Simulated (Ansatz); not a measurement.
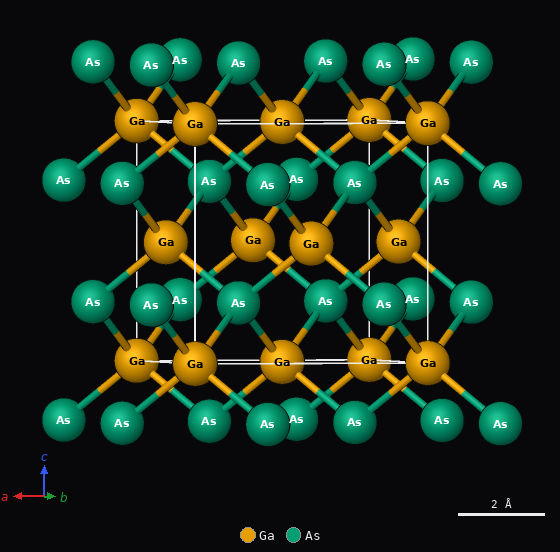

Reference structure: a symmetric starting cell of GaAs (made from another compound by putting As in place of P). Style: ball-and-stick. Shown: the conventional cell (4 times the calculation's cell), from a free direction. Lengths and directions refer to the drawn axes.

Level of theory: DFT PBE, scalar-relativistic, plane waves, PAW in Ansatz 0.2.0. (plane-wave cutoff 420 eV; k-point mesh 10 × 10 × 10; occupations gaussian; smearing width 0.01 eV; no spin polarisation)

Change: All lengths are scaled by +2.5 % (volume +7.7 %), the atoms keeping their fractional coordinates. No relaxation follows. The starting cell wasn't computed here and needn't be at equilibrium, so pressure and forces aren't due to the change alone.

Question: Predict the response.

Answer: Among the bonded contacts that change: As–Ga 2.434 → 2.496 Å. The space group stays F-43m (No. 216). The pressure is −0.6 GPa (not all of it need come from the change, since the unchanged cell can be under pressure at this level too). All forces vanish by symmetry.

Drawn alike, the variant:

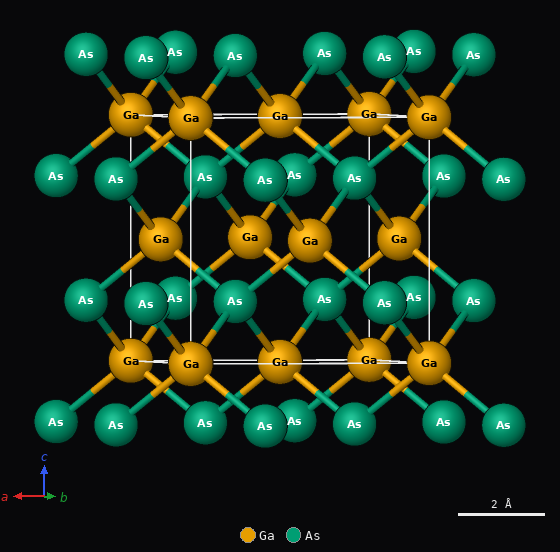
